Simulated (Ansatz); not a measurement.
W₁₇S₃₂ (cell charge +3, with a compensating background) (cell with a defect), 49 atoms, a = 12.64 Å, b = 12.64 Å, c = 16.94 Å, α = 90.00°, β = 90.00°, γ = 120.00°.

Spin-polarised.

Computed with DFT PBE+D3(BJ), scalar-relativistic, plane waves, PAW in Ansatz 0.2.0.

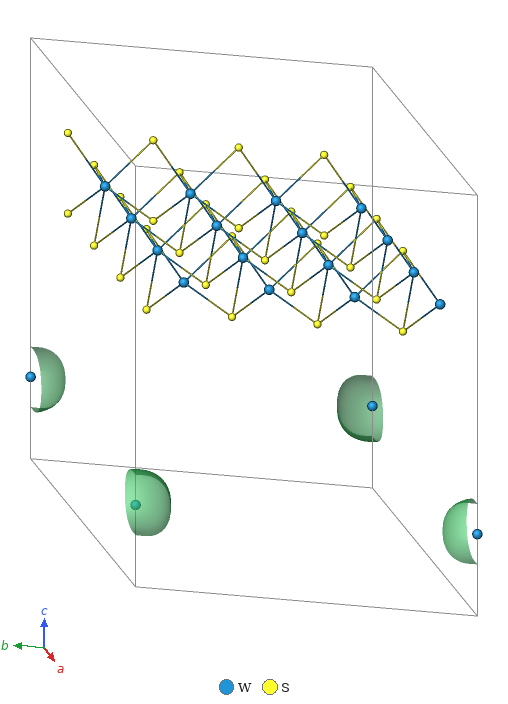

W₁₇S₃₂ (cell charge +3, with a compensating background) (cell with a defect). Isosurfaces of the spin density at +0.15 (green) and −0.15 e/Å³ (red), seen at an oblique angle. Sticks mark near contacts.

The density is the valence pseudo-density of a PAW calculation; it isn't the true density close to the nuclei.

> Describe the spin distribution.

The spin density sits on W: +5.2 μB in one cell of 49 atoms, with smaller moments on other sites: W (up to +0.05 μB): a single local moment. The cell of the calculation (49 atoms) carries 7.0 μB of net spin moment. Only one sign reaches the isovalue.
